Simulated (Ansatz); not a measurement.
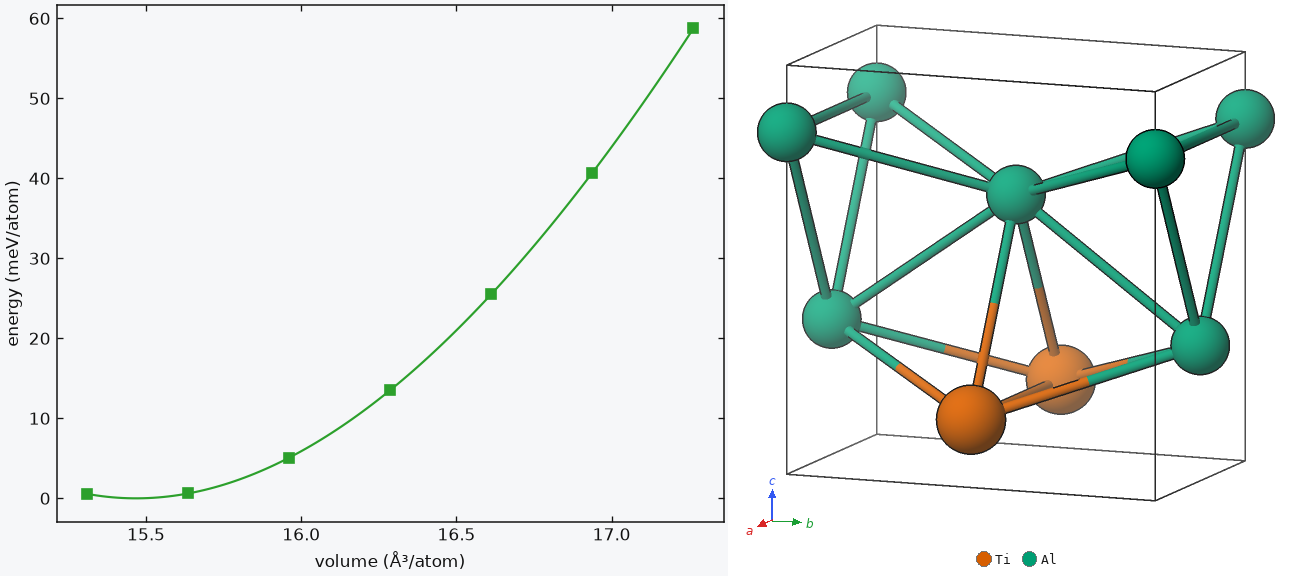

The picture above shows the energy against volume for TiAl₃, space group Pmm2 (No. 25). The conventional cell is drawn beside the plot.

The given structure:
```xyz
4
Lattice="2.8397 0.0000 0.0000 0.0000 4.6813 0.0000 0.0000 0.0000 4.9007" Properties=species:S:1:pos:R:3 pbc="T T T"
Ti    0.0000    2.3406    0.8131
Al    0.0000    0.0000    4.0965
Al    1.4198    0.0000    1.6217
Al    1.4198    2.3406    3.2701
```

Method: plane-wave DFT, no spin polarisation; energies at scaled volumes of the given cell, shape and fractions fixed, counted from the fit's minimum, third-order Birch-Murnaghan fit (Ansatz 0.2.0). Level: LDA.

k mesh 9×6×6; occupations Fermi–Dirac; smearing width 0.05 eV; potentials Ansatz PAW; wave cutoff 420 eV; density cutoff 1680 eV.

This calculation gives: equilibrium volume 15.47 Å³/atom and bulk modulus 109 GPa.

Now the level changes from LDA to r2SCAN. The second calculation uses wave cutoff 500.0 eV. How do these quantities change?

The equilibrium volume rises from 15.47 to 15.96 Å³/atom (+3.2 %) and the bulk modulus hardly changes (109 and 109 GPa).

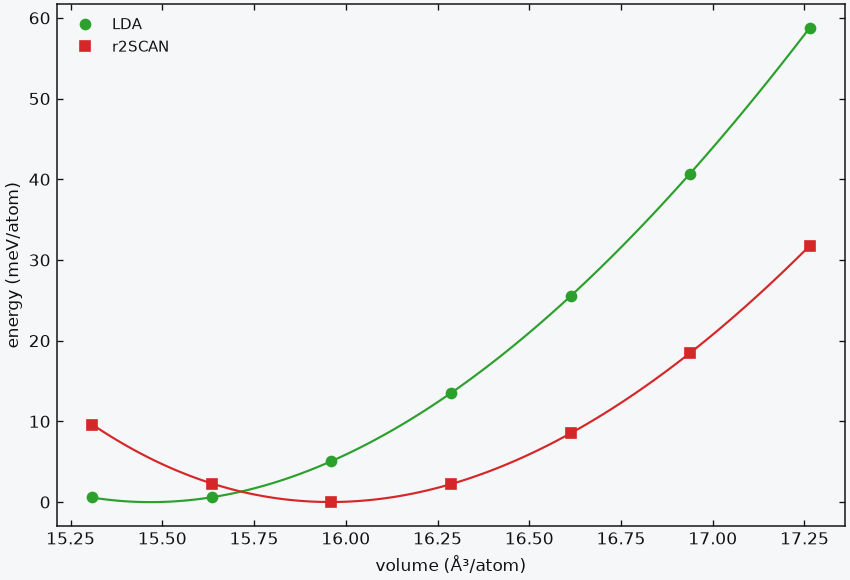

The two results together.

For both, limits of the calculation: shape and atomic fractions are frozen while scaling, which makes layered, chain and framework solids too stiff.

V0 and the bulk modulus come from third-order Birch–Murnaghan fits.
